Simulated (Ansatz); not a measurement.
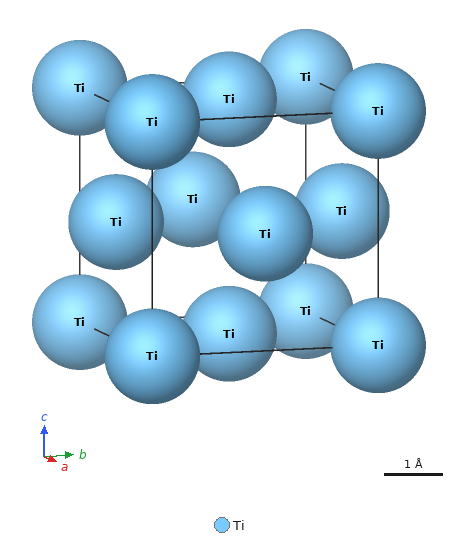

The starting structure (spheres-only view of the cell 4 times as large as that of the calculation, set on its symmetry axes, seen slightly off an axis).

Geometry relaxation, with input and output: Ti

Ti (1 atom in the cell), computed with DFT, PBE, PAW with Ansatz's default frozen-core files, scalar-relativistic, no spin polarisation (Ansatz 0.2.0).

The structure was built on a prototype by a generator; it need not be a known phase. It belongs to a series of runs on one base structure; here: cell relaxed at zero pressure.

The program's output
```
Engine: ansatz 0.2.0, aarch64-unknown-linux-gnu
Pseudopotentials: kind: paw
Pseudopotential: Ti, paw, valence charge 12, recommended cutoff 420 eV (normal), Ti.paw.azcp
Functional definition: PBE
  parameter kappa = 0.804
  parameter beta = 0.06672455060314922
  exchange = pbe_x(kappa = kappa, mu = beta*pi^2/3)
  correlation = pbe_c(beta = beta)
Crystal: 1 atoms, lattice volume = 17.397 Å³
Basis set: ecut = 420 eV, 331 PW (Γ), exchange–correlation on 40×40×40 points (8 copies of the dense FFT grid, shifted against one another)
Bands: 10, of which v1, the nominal top of the filled ones, is band 6 counted from 1 (5 counted from 0)
Symmetry: 48 space group operations
Space group: Fm-3m (ITA 225), of the structure as read, at distance tolerance 2.6e-5 Å
k-points: 165 of 4913
Non-local potential: Ti, projectors of the file, l = 0: 3, l = 1: 2, l = 2: 3, l = 3: 1
PAW form: soft (Blöchl's): semilocal exchange-correlation on the pseudo side does not see the compensation charge
PAW one-centre angular grid: Ti, 590 points (default); XC on 64 Gauss nodes
Initial density: superposition of atomic densities (neutral atoms: chi_scale 0, normalization atom), corrected by the library's trained network
Initial wavefunctions: pseudopotential atomic-orbital guess
Functional: x = pbe(κ = 0.804, μ = 0.2195149727645171), c = pbe(β = 0.06672455060314922)
SCF iter   1: F=—  HF=-2499.637065 eV  |F-HF|=—  |Δ(HF+E_count)|=         —  Δρ=2.28e-3  dr2=2.34e-4  ethr=1.77e-3  ⟨swp⟩=4.3  Hψ=8616  notcnv=0
preconditioner: auto → none  [metal: Δε(μ)=0.021 eV  Ē_g=4.118 eV  σ=0.100 eV  W_gap=0.05  n_scr=0 (ndim 8)  ℏωp=17.8 eV  f_vac=0.000  D(μ)=1.72/eV (n_scr^D=14)]
SCF iter   2: F=—  HF=-2499.637085 eV  |F-HF|=—  |Δ(HF+E_count)|=   2.03e-5  Δρ=1.14e-3  dr2=5.17e-5  ethr=1.95e-6  ⟨swp⟩=1.9  Hψ=3305  notcnv=0
SCF iter   3: F=—  HF=-2499.637194 eV  |F-HF|=—  |Δ(HF+E_count)|=   1.09e-4  Δρ=1.17e-4  dr2=9.70e-7  ethr=4.31e-7  ⟨swp⟩=2.1  Hψ=2061  notcnv=0
SCF iter   4: F=—  HF=-2499.637194 eV  |F-HF|=—  |Δ(HF+E_count)|=   4.15e-7  Δρ=3.91e-5  dr2=2.62e-7  ethr=8.08e-9  ⟨swp⟩=2.1  Hψ=2652  notcnv=0
iter 5 did not close the SCF: its close was put off for the readings that it lacked (scf_convergence_deferred on its scf_iter line)
SCF iter   5: F=-2499.637194 eV  HF=-2499.637194 eV  |F-HF|=1.66e-9  |Δ(HF+E_count)|=   6.71e-8  Δρ=4.59e-6  dr2=3.43e-9  ethr=2.18e-9  ⟨swp⟩=2.8  Hψ=2703  notcnv=0
SCF iter   6: F=-2499.637194 eV  HF=-2499.637194 eV  |F-HF|=7.77e-10  |Δ(HF+E_count)|=  4.91e-11  Δρ=2.37e-6  dr2=1.08e-9  ethr=2.86e-11  ⟨swp⟩=4.5  Hψ=6961  notcnv=0
SCF 1 converged in 6 iterations: F = -2499.637194 eV  dr2 = 1.08e-9
  greatest PAW one-centre occupation: 0.999 electrons in one spin orbital (limit 2), on the Ti atom at site 0 (counted from 0), in its partial waves of l = 0
relax step   1: F+E_penalty+E_count = -2499.63719386 eV  Δ(F+E_penalty+E_count) = +0.000e0 eV  max|allowed force component| = 0.000e0 eV/Å  Δτ_max = 0.0000 Å  P = +0.170 GPa  Ω = 17.397 Å³  (6 SCF iters, dr2 threshold 1.00e-7 eV, accepted)
Crystal: 1 atoms, lattice volume = 17.450 Å³
Initial density: handed on by an earlier stage of this run
Initial wavefunctions: those handed on with the density
iter 1 solved again at ethr=8.82e-9 eV; its pass at ethr=3.10e-3 eV (dr2=1.06e-6 eV) is discarded
SCF iter   1: F=—  HF=-2499.637188 eV  |F-HF|=—  |Δ(HF+E_count)|=         —  Δρ=8.72e-5  dr2=1.43e-6  ethr=8.82e-9  ⟨swp⟩=2.0  Hψ=10769  notcnv=0
preconditioner: auto → none  [metal: Δε(μ)=0.022 eV  Ē_g=4.101 eV  σ=0.100 eV  W_gap=0.05  n_scr=0 (ndim 8)  ℏωp=17.8 eV  f_vac=0.000  D(μ)=1.73/eV (n_scr^D=14)]
SCF iter   2: F=—  HF=-2499.637191 eV  |F-HF|=—  |Δ(HF+E_count)|=   2.99e-6  Δρ=5.02e-5  dr2=2.35e-7  ethr=8.82e-9  ⟨swp⟩=2.5  Hψ=2705  notcnv=0
SCF iter   3: F=-2499.637191 eV  HF=-2499.637191 eV  |F-HF|=5.06e-8  |Δ(HF+E_count)|=   2.89e-8  Δρ=1.72e-5  dr2=1.88e-8  ethr=6.01e-10  ⟨swp⟩=6.9  Hψ=7619  notcnv=0
SCF 2 converged in 3 iterations: F = -2499.637191 eV  dr2 = 1.88e-8
relax step   2: F+E_penalty+E_count = -2499.63719145 eV  Δ(F+E_penalty+E_count) = +2.409e-6 eV  max|allowed force component| = 0.000e0 eV/Å  Δτ_max = 0.0000 Å  P = -0.156 GPa  Ω = 17.450 Å³  energy of the carried Pulay correction = -4.732e-6 eV  (3 SCF iters, dr2 threshold 7.21e-8 eV, accepted)
Crystal: 1 atoms, lattice volume = 17.425 Å³
iter 1 solved again at ethr=1.74e-9 eV; its pass at ethr=3.10e-3 eV (dr2=2.09e-7 eV) is discarded
SCF iter   1: F=—  HF=-2499.637203 eV  |F-HF|=—  |Δ(HF+E_count)|=         —  Δρ=3.97e-5  dr2=3.08e-7  ethr=1.74e-9  ⟨swp⟩=2.0  Hψ=10757  notcnv=0
preconditioner: auto → none  [metal: Δε(μ)=0.022 eV  Ē_g=4.108 eV  σ=0.100 eV  W_gap=0.05  n_scr=0 (ndim 8)  ℏωp=17.8 eV  f_vac=0.000  D(μ)=1.73/eV (n_scr^D=14)]
SCF iter   2: F=-2499.637206 eV  HF=-2499.637206 eV  |F-HF|=2.71e-8  |Δ(HF+E_count)|=   3.00e-6  Δρ=1.68e-5  dr2=3.29e-8  ethr=5.04e-10  ⟨swp⟩=4.9  Hψ=8448  notcnv=0
SCF 3 converged in 2 iterations: F = -2499.637206 eV  dr2 = 3.29e-8
relax step   3: F+E_penalty+E_count = -2499.63720600 eV  Δ(F+E_penalty+E_count) = -1.455e-5 eV  max|allowed force component| = 0.000e0 eV/Å  Δτ_max = 0.0000 Å  P = -0.000 GPa  Ω = 17.425 Å³  energy of the carried Pulay correction = -2.468e-6 eV  (2 SCF iters, dr2 threshold 6.05e-8 eV, accepted)
Initial wavefunctions: pseudopotential atomic-orbital guess (no wavefunctions were taken with the density)
iter 1 solved again at ethr=5.25e-8 eV; its pass at ethr=3.10e-3 eV (dr2=6.30e-6 eV) is discarded
SCF iter   1: F=—  HF=-2499.637205 eV  |F-HF|=—  |Δ(HF+E_count)|=         —  Δρ=1.68e-5  dr2=3.38e-8  ethr=5.25e-8  ⟨swp⟩=2.0  Hψ=12372  notcnv=0
preconditioner: auto → none  [metal: Δε(μ)=0.021 eV  Ē_g=4.108 eV  σ=0.100 eV  W_gap=0.05  n_scr=0 (ndim 8)  ℏωp=17.8 eV  f_vac=0.000  D(μ)=1.73/eV (n_scr^D=14)]
SCF iter   2: F=—  HF=-2499.637208 eV  |F-HF|=—  |Δ(HF+E_count)|=   3.68e-6  Δρ=4.55e-6  dr2=3.98e-9  ethr=2.82e-10  ⟨swp⟩=2.0  Hψ=2633  notcnv=0
SCF iter   3: F=—  HF=-2499.637208 eV  |F-HF|=—  |Δ(HF+E_count)|=  8.78e-10  Δρ=1.85e-6  dr2=2.14e-10  ethr=3.32e-11  ⟨swp⟩=2.9  Hψ=2881  notcnv=0
SCF iter   4: F=—  HF=-2499.637208 eV  |F-HF|=—  |Δ(HF+E_count)|=  3.52e-10  Δρ=3.31e-7  dr2=1.05e-11  ethr=1.79e-12  ⟨swp⟩=2.3  Hψ=2268  notcnv=0
SCF iter   5: F=-2499.637208 eV  HF=-2499.637208 eV  |F-HF|=9.09e-13  |Δ(HF+E_count)|=  7.28e-12  Δρ=1.77e-8  dr2=3.03e-14  ethr=1.00e-12  ⟨swp⟩=4.6  Hψ=5509  notcnv=0
SCF 4 converged in 5 iterations: F = -2499.637208 eV  dr2 = 3.03e-14
relax step   4: F+E_penalty+E_count = -2499.63720843 eV  Δ(F+E_penalty+E_count) = -2.425e-6 eV  max|allowed force component| = 0.000e0 eV/Å  Δτ_max = 0.0000 Å  P = -0.000 GPa  Ω = 17.425 Å³  stress off target by 3.07e-4 GPa  SCF on the basis re-selected at this cell (its energy is not comparable with the rows above)  (5 SCF iters)
```

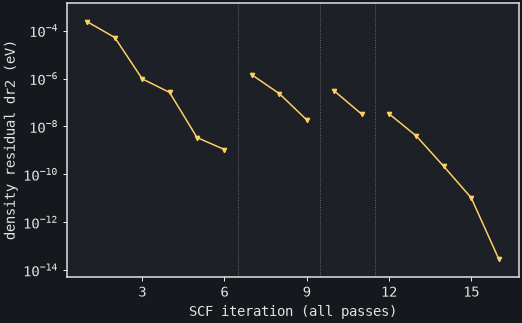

Convergence of the self-consistent field: density residual dr2 against the SCF iteration. The dotted lines part the SCF passes of the relaxation: geometry steps, rejected trials and re-solves on a re-selected basis. The passes take 6, 3, 2 and 5 iterations.

```
basis re-selected at this cell: Δ(F+E_penalty+E_count) = -2.425e-6 eV, ΔP = -0.000 GPa vs the last step (what re-selecting the basis moved, of the pressure what is left beyond the Pulay correction that the steps carried, after the strain that the cell walked since its last selection, with what the two solves' SCF thresholds leave and, on support functions, any second-order correction that the steps lacked; it is no measure of the basis error at this ecutwfc). This SCF's stress stands 3.07e-4 GPa from its target on what of the cell is left free (relax.cell.stress_tol is 5.00e-2 GPa) and its largest allowed force component is 0.00e0 eV/Å (relax.f_tol is 5.00e-3 eV/Å): within both
SCF converged after 5 iterations
Free energy (F): -2499.637208 eV
Harris-Foulkes:  -2499.637208 eV  (|F-HF|=9.09e-13)
Internal energy: -2499.580512 eV  (E = F + TS)
E sigma→0 (E₀):  -2499.608860 eV
Entropy (-TS):   -0.056697 eV (-56.697 meV/atom)
Fermi energy:    13.215009 eV
--- Per-component energies (eV) ---
  E_band       = -157.719297
  E_kinetic    = 272.448069
  E_local      = -814.670646  (includes V_loc(G=0)·N_el)
  E_nonlocal   = 8.155192
  E_hartree    = 334.577784
  E_xc         = -97.417052
  E_vxc        = -121.870784  (∫ρ·V_xc dr)
  E_paw        = -1047.619214  (= ΣΔE_a)
  E_vpaw       = -170.936803  (= ΣTr[D̂ρ^β])
  E_aug_tail   = 0.000105  (compensation charges beyond the density's cutoff)
  E_ewald      = -1155.054750
  E_smearing   = -0.056697  (= −TS)
  E_closure    = 0.000000  (closes the sum)
  Σ components = -2499.637208   (vs F -2499.637208, Δ=0.00e0)
--- Forces (eV/Å), atoms counted from 1 ---
  atom   1  Ti    -0.00000000     0.00000000     0.00000000
  max |Σ_I F_I| component: 3.90e-32 eV/Å
--- Stress (GPa, compression-positive) ---
       -0.000307      -0.000000      -0.000000
       -0.000000      -0.000307       0.000000
       -0.000000       0.000000      -0.000307
  P = ⅓ Tr σ = -0.0003 GPa (-0.003 kbar)
--- Band table (eV; the first three rows and the last of 165) ---
  k-point 0: bands = ["-43.4524", "-19.3306", "-19.3306", "-19.3306", "7.1486", "14.0930", "14.0930", "14.0930", "15.7230", "15.7230"]
  k-point 1: bands = ["-43.4483", "-19.3539", "-19.3335", "-19.3335", "7.2603", "14.0235", "14.1336", "14.1336", "15.6966", "15.6966"]
  k-point 2: bands = ["-43.4367", "-19.4202", "-19.3419", "-19.3419", "7.5868", "13.8359", "14.2373", "14.2373", "15.6398", "15.6398"]
  k-point 164: bands = ["-43.2917", "-19.7806", "-19.7390", "-19.5680", "11.7080", "12.6906", "12.9565", "15.3707", "17.0190", "21.0019"]
--- Relaxed structure (3 steps of the walk, 3 accepted, 1 SCFs on fresh bases) ---
  F+E_penalty+E_count = -2499.63720843 eV   max|allowed force component| = 0.000e0 eV/Å   (the final SCF, on the basis selected at the relaxed cell)
  cell:  # Å, volume = 17.4246 Å³
    - [-1.8470723619246515e-34, 2.057680800533695, 2.057680800533695]
    - [2.057680800533695, -1.8470723619246515e-34, 2.057680800533695]
    - [2.057680800533695, 2.057680800533695, 0.0]
  atoms:
    - { symbol: Ti, position: [0.0, 0.0, 0.0] }
```

File v_z.tsv
```
# z_ang	v_es[eV]	v_tot[eV]
# format = ansatz-planar-average/11
# xc	pbe
# density_cutoff_ev	1680
# datasets	Ti=:simpson_from_first_knot:soft
# lattice	-0.000000000	2.057680801	2.057680801
# lattice	2.057680801	-0.000000000	2.057680801
# lattice	2.057680801	2.057680801	0.000000000
# sites	1
# site	22	0.000000000	0.000000000	0.000000000
0.000000	2.331103e-1	-1.286627e1
0.145500	4.840454e-1	-1.252761e1
0.291000	1.236721e0	-1.150188e1
0.436500	2.488442e0	-9.805795e0
0.582000	4.204414e0	-7.504919e0
0.727500	6.270795e0	-4.752613e0
0.873000	8.469759e0	-1.878636e0
1.018500	1.050339e1	6.946281e-1
1.164000	1.203358e1	2.543894e0
1.309500	1.286339e1	3.453381e0
1.455000	1.310455e1	3.679808e0
1.600500	1.286339e1	3.453381e0
1.746000	1.203358e1	2.543894e0
1.891500	1.050339e1	6.946281e-1
2.037000	8.469759e0	-1.878636e0
2.182500	6.270795e0	-4.752613e0
2.328000	4.204414e0	-7.504919e0
2.473500	2.488442e0	-9.805795e0
2.619000	1.236721e0	-1.150188e1
2.764500	4.840454e-1	-1.252761e1
```

Trajectory as extended XYZ (Å, eV, eV/Å), 4 frames, from step=1 to step=4
```
1
Lattice="0.0000 2.0566 2.0566 2.0566 0.0000 2.0566 2.0566 2.0566 0.0000" Properties=species:S:1:pos:R:3:forces:R:3 step=1 energy=-2499.63719 pressure_GPa=0.17
Ti    0.0000    0.0000    0.0000    0.0000   0.0000   0.0000
1
Lattice="0.0000 2.0587 2.0587 2.0587 0.0000 2.0587 2.0587 2.0587 0.0000" Properties=species:S:1:pos:R:3:forces:R:3 step=2 energy=-2499.63719 pressure_GPa=-0.16
Ti    0.0000    0.0000    0.0000    0.0000   0.0000   0.0000
1
Lattice="0.0000 2.0577 2.0577 2.0577 0.0000 2.0577 2.0577 2.0577 0.0000" Properties=species:S:1:pos:R:3:forces:R:3 step=3 energy=-2499.63721 pressure_GPa=-0.00
Ti    0.0000    0.0000    0.0000    0.0000   0.0000   0.0000
1
Lattice="0.0000 2.0577 2.0577 2.0577 0.0000 2.0577 2.0577 2.0577 0.0000" Properties=species:S:1:pos:R:3:forces:R:3 step=4 energy=-2499.63721 pressure_GPa=-0.00
Ti    0.0000    0.0000    0.0000    0.0000   0.0000   0.0000
```

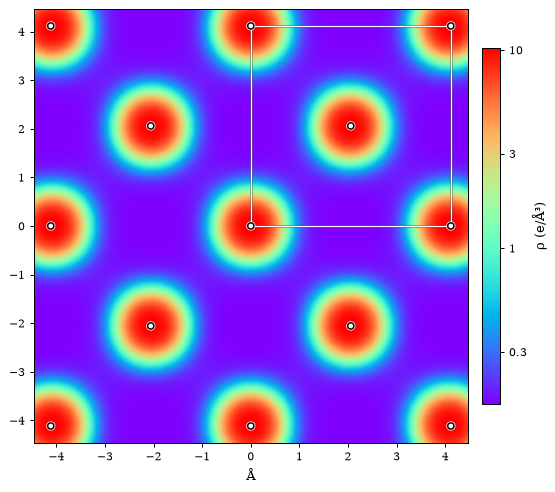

Valence pseudo-density on the (100) plane of the conventional cell. Circles mark the nuclei in the plane (Ti). Ti–Ti (2.91 Å): the density is about 0.19 e/Å³ at the midpoint. Away from the nuclei the density in this plane falls to 0.16 e/Å³ at its lowest. The fields are those of the smooth PAW valence density.

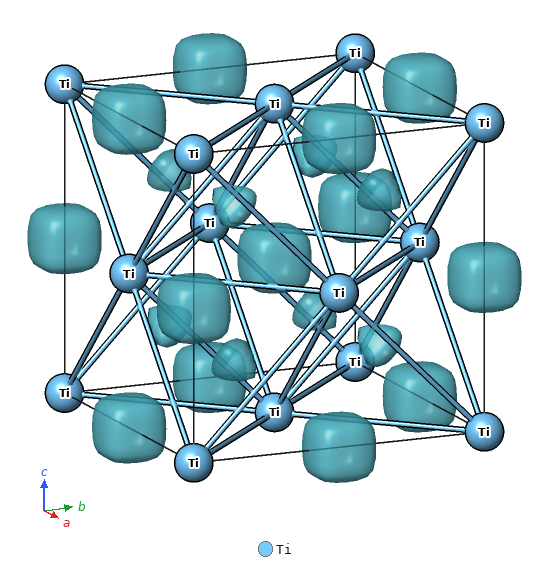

Isosurface of the electron localisation function at 0.6 (cyan), seen slightly off an axis. Only the valence region is drawn (cores and ρ < 0.01 e/Å³ removed). Sticks mark near contacts. The outline is the cell set on symmetry axes. Along the contacts the grid gives the following. Ti–Ti (2.91 Å): the ELF is about 0.25 at the midpoint; no localised pair between them.

The run was set up as follows.

The input
```yaml
crystal:
  lattice:
    - [0.0, 2.0565919077, 2.0565919077]
    - [2.0565919077, 0.0, 2.0565919077]
    - [2.0565919077, 2.0565919077, 0.0]
  atoms:
    - { symbol: Ti, position: [0.0, 0.0, 0.0] }
kpoints:
  mp_grid: { grid: [17, 17, 17] }
scf:
  occupations: { method: fermi_dirac, width: 0.1 }
hamiltonian:
  xc: pbe
  pseudopotentials: { kind: paw }
output:
  forces: true
  stress: true
  write_density: true
  write_potential: true
  elf: true
  volumetric_format: npy
relax:
  f_tol: 0.005
  max_steps: 40
  cell: {}
```

Launch command:
```bash
ansatz run input.yaml --threads 1 --pin off --max-ram 3584MiB --backend cpu --events-out ev --progress --plain --runs-dir out
```

Summary

- outcome: converged
- space group (tolerance 0.01 Å): Fm-3m (225)
- electrons treated: 12
- free energy: −2499.6372 eV
- Fermi energy: 13.215 eV
- pressure: 0.00 GPa
- final volume: 17.42 Å³
- largest force (length of the vector) at the end: under 0.001 eV/Å
- final cell: a = 2.910 Å, b = 2.910 Å, c = 2.910 Å, α = 60.00°, β = 60.00°, γ = 60.00°
- hardware: 1 thread of Arm Neoverse V1, 24 GiB of memory available, shared host
- wall time: 7 s
- peak memory: 0.32 GiB
